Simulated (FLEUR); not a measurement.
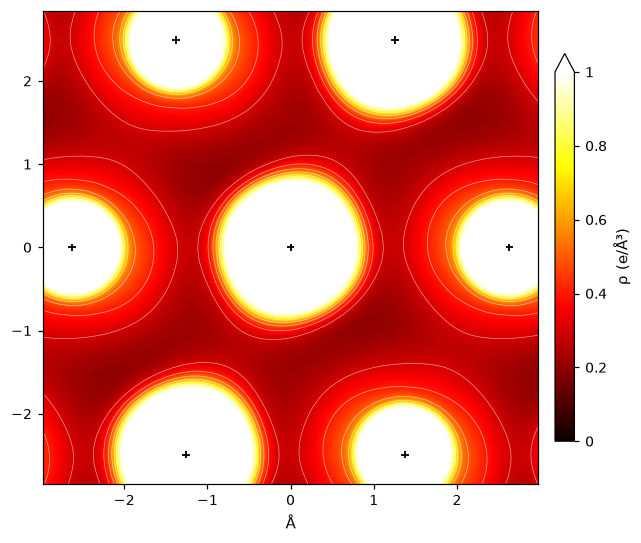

The total electron density on a plane through atoms (crosses mark nuclei in the plane).

The calculation used Kohn-Sham DFT of a periodic cell, SCAN, all-electron (FLEUR).

Candidates:
A. V, a = 3.03 Å, b = 3.03 Å, c = 3.03 Å, α = 90.00°, β = 90.00°, γ = 90.00°. Space group Im-3m; spin-polarised.
B. TiSi, a = 3.63 Å, b = 4.24 Å, c = 3.80 Å, α = 90.00°, β = 90.00°, γ = 90.00°. Space group Cmmm; a structure from a database of computed crystals, not necessarily the ambient phase.

Which system is this?

Candidate B: TiSi on the (111) plane of the conventional cell, which holds Ti and Si. Ti–Si (2.63 Å): ρ at the midpoint is about 0.29 e/Å³. Ti–Ti (2.79 Å): ρ at the midpoint is about 0.26 e/Å³.
